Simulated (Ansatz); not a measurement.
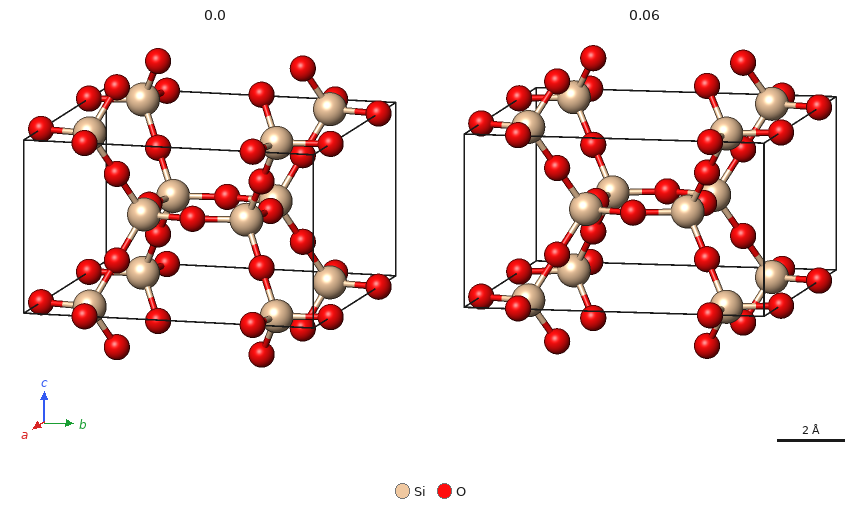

Solid SiO2 (set up in I4/mmm), under shear of c along a (cell held, atoms relaxed), with energies (extrapolated to zero smearing) counted from the relaxed crystal, which is the row at zero. The picture shows the first and the last member. The picture is a ball-and-stick view of the conventional cell (2 times the calculation's cell), seen slightly off an axis. Lengths and directions refer to the drawn axes.

Computed with Ansatz 0.2.0: DFT PBE, scalar-relativistic, plane waves, PAW. Set-up: plane-wave cutoff 420 eV; k-point mesh 6 × 6 × 6; occupations gaussian; smearing width 0.02 eV; no spin polarisation; atoms relaxed in a fixed cell; force threshold 0.008 eV/Å.

```json
{"strain": "0.0", "energy (meV/atom)": "0.00", "a (Å)": "9.011", "b (Å)": "9.011", "c (Å)": "5.273", "band gap (eV)": "5.36"}
{"strain": "0.01", "energy (meV/atom)": "0.05", "a (Å)": "8.969", "b (Å)": "9.052", "c (Å)": "5.273", "band gap (eV)": "5.35"}
{"strain": "0.02", "energy (meV/atom)": "?", "a (Å)": "?", "b (Å)": "?", "c (Å)": "?", "band gap (eV)": "?"}
{"strain": "0.03", "energy (meV/atom)": "0.68", "a (Å)": "8.887", "b (Å)": "9.137", "c (Å)": "5.273", "band gap (eV)": "5.34"}
{"strain": "0.04", "energy (meV/atom)": "1.44", "a (Å)": "8.846", "b (Å)": "9.179", "c (Å)": "5.273", "band gap (eV)": "5.33"}
{"strain": "0.06", "energy (meV/atom)": "4.14", "a (Å)": "8.766", "b (Å)": "9.265", "c (Å)": "5.273", "band gap (eV)": "5.30"}
```

**Fill in the missing row.**

A parabola through three neighbouring rows (0.0, 0.01, 0.03) gives, with Lagrange weights, (−0.3333)(0.00) + (1.0000)(0.05) + (0.3333)(0.68) = 0.28 meV/atom. The calculation gives 0.25 meV/atom (a = 8.928 Å, b = 9.094 Å, c = 5.273 Å). The estimate is 0.03 meV/atom too high. For the gap a parabola through the rows 0.0, 0.01, 0.03 gives 5.34 eV, and the calculation 5.34 eV (semilocal gaps, lower than measured ones as a rule). From the first member to the last: O–Si 1.621 → 1.635 Å.

The whole series:

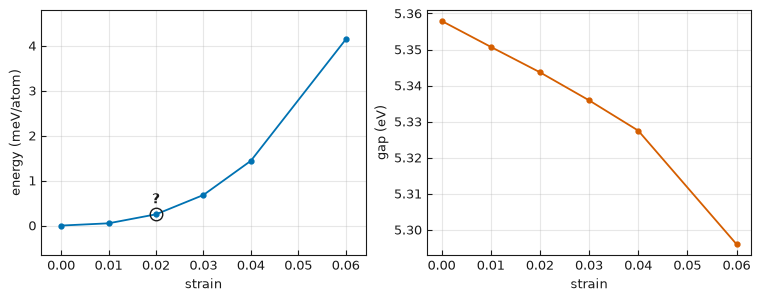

Each member starts from this one structure; whether another phase lies lower wasn't checked.
